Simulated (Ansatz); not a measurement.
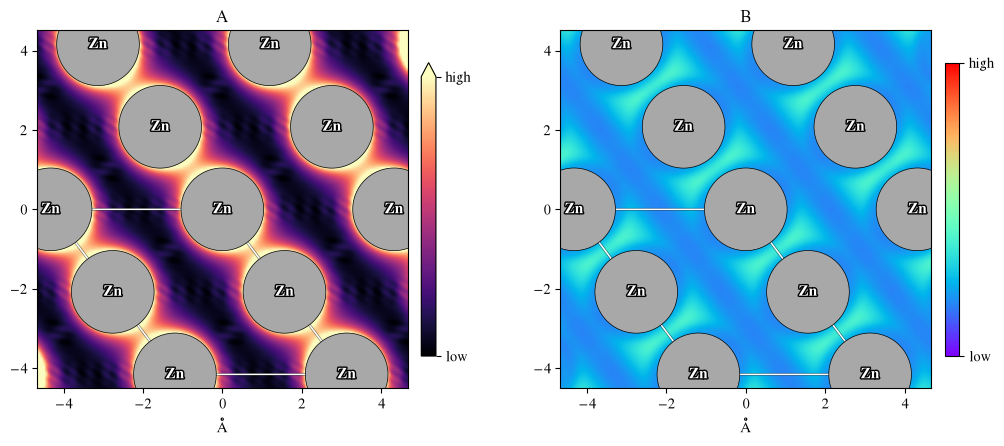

Zn: 2 fields on the (011̄) plane of the calculation cell, with unlabelled colour scales. Grey discs cover the atomic cores.

Space group I4/mmm; a structure from a database of computed crystals, not necessarily the ambient phase.

Level of theory: DFT PBE, scalar-relativistic, plane waves, PAW in Ansatz.

Match the panels to the quantities (electron localisation function and valence pseudo-density).

Answer. Panel A: valence pseudo-density. Panel B: electron localisation function. From the grid: Zn–Zn (2.60 Å): ρ at the midpoint is about 0.27 e/Å³; the ELF is about 0.35 at the midpoint.
